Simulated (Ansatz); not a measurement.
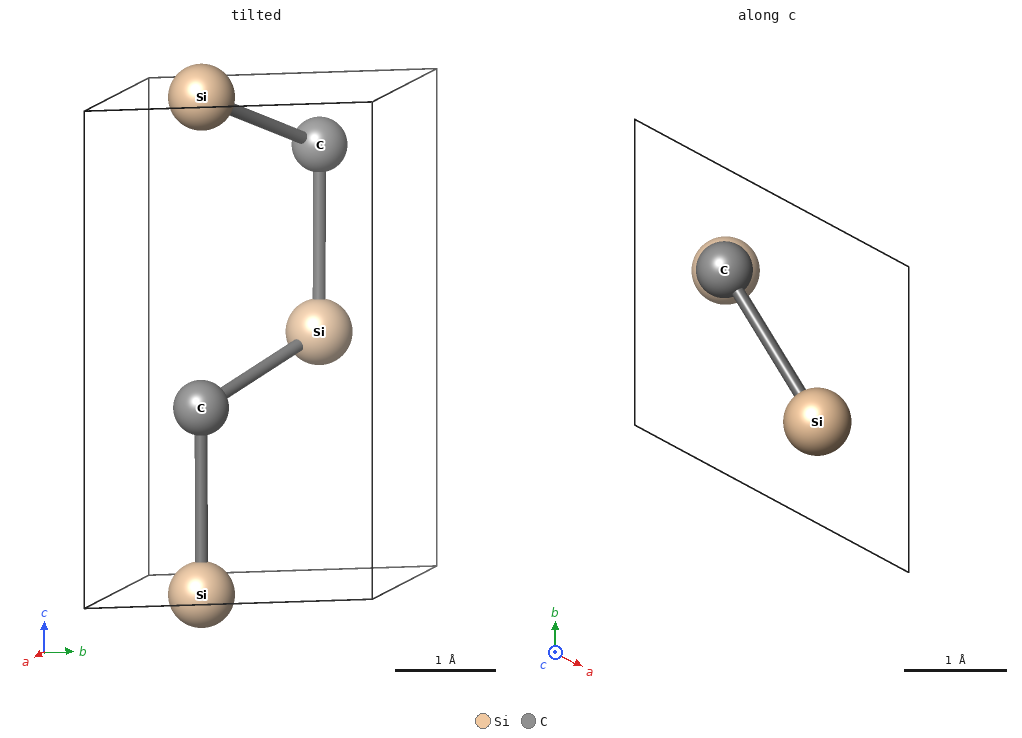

A ball-and-stick rendering, viewed slightly off an axis and along the c axis. One unit cell is framed, with atoms on its boundary repeated.

SiC, a = 3.076 Å, b = 3.023 Å, c = 5.048 Å, α = 90.00°, β = 90.00°, γ = 118.29°. Strictly the space group is P2_1 (No. 4, within 0.01 Å). It is a distorted form of a primitive hexagonal structure, space group P6_3mc (No. 186) within 0.25 Å: wurtzite. The structure was taken from a structure listed in the Materials Project. The cell was then strained or its atoms displaced on purpose. It was the input of a calculation with Ansatz.

This one geometry was computed with Ansatz (DFT, plane waves, PAW) at three levels of theory: PBE, r2SCAN and HSE06. It was relaxed with r2SCAN and then strained.

### Which level gives the highest pressure at this volume, and what does that say about its equilibrium volume?

Highest: PBE (3.6 GPa), which points to the largest equilibrium volume. Lowest, with the smallest volume: HSE06 (-1.1 GPa). Levels within 0.5 GPa of each other can't be told apart.

### How does the band gap change with the level of theory?

PBE: a gap of 2.10 eV, indirect; r2SCAN: a gap of 2.47 eV, indirect; HSE06: a gap of 2.98 eV, indirect.

### Collect the results in a table.

| level | cutoff (eV) | k-mesh of the run's cell | gap (eV) | pressure (GPa) |
| --- | --- | --- | --- | --- |
| PBE | 420 | 12×12×6 | 2.10 | 3.6 |
| r2SCAN | 500 | 12×12×6 | 2.47 | 0.1 |
| HSE06 | 420 | 6×6×4 | 2.98 | -1.1 |

Gaps are taken on the k-mesh or band path of each run.
